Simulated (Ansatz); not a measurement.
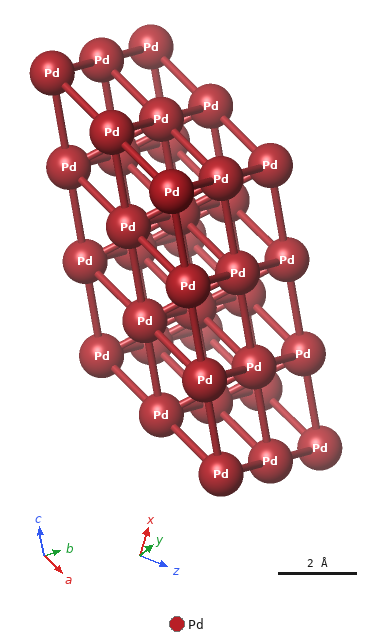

A crystal of Pd (Im-3m): the ratio of the cell's length along z to its lengths across, counted as 1 for the reference, is changed at fixed volume (a tetragonal or Bain path), with the atoms kept at their fractional coordinates. x, y and z are the Cartesian axes of the input. The picture shows the reference cell. Style: ball-and-stick. Shown: the cell of the calculation, repeated 2 × 2 × 3 with one cell outlined, slightly off an axis.

Computed with DFT PBEsol, scalar-relativistic, plane waves, PAW in Ansatz. (plane-wave cutoff 420 eV; k-point mesh 24 × 24 × 24; occupations gaussian; smearing width 0.15 eV; no spin polarisation). Energies (free energies at the smearing named) are counted from the cell as listed in its source, which wasn't relaxed.

Input file:
```yaml
crystal:
  lattice:
    - [-1.572281, 1.572281, 1.572281]
    - [1.572281, -1.572281, 1.572281]
    - [1.572281, 1.572281, -1.572281]
  atoms:
    - { symbol: Pd, position: [0.0, 0.0, 0.0] }
basis:
  ecutwfc: 420
kpoints:
  mp_grid: { grid: [24, 24, 24] }
hamiltonian:
  xc: pbesol
scf:
  occupations: { method: gaussian, width: 0.15 }
output:
  forces: true
  stress: true
  eigenvalues: true
```

Command:
```bash
ansatz run input.yaml --threads 1 --pin off --max-ram 1228MiB --backend cpu --events-out ev --progress --plain --runs-dir out
```

Predict the energy profile (the relative ratio: 0.707, 0.850, 1.000, 1.200, 1.414).

Answer.
| axial ratio over its reference value | E − E(ref) (meV/atom) |
| --- | --- |
| 0.707 | 164.1 |
| 0.850 | −8.2 |
| 1.000 | 0.0 |
| 1.200 | −27.4 |
| 1.414 | −52.2 |

The lowest computed point lies at the relative ratio 1.414 (−52.2 meV/atom). Further local minima among the points: 0.85 (−8.2 meV/atom). A local maximum lies at 1.00 (0.0 meV/atom). The energy is still falling at the end of the range, so the minimum along this coordinate lies there or beyond. At the ends of the scan the energy is 164.1 meV/atom (0.707) and −52.2 meV/atom (1.414). The unrelaxed reference is under a pressure of −9.9 GPa. The distortion takes the space group from Im-3m to I4/mmm, except for Fm-3m at 1.414. At the relative ratio 1.414 the cell of the drawing goes a 2.723 → 2.801 Å, b 2.723 → 2.801 Å, c 2.723 → 2.801 Å, α 109.5° → 120.0°, β 109.5° → 120.0°, γ 109.5° → 90.0°.

As a plot:

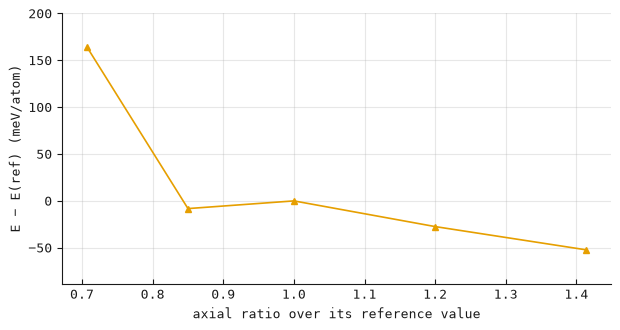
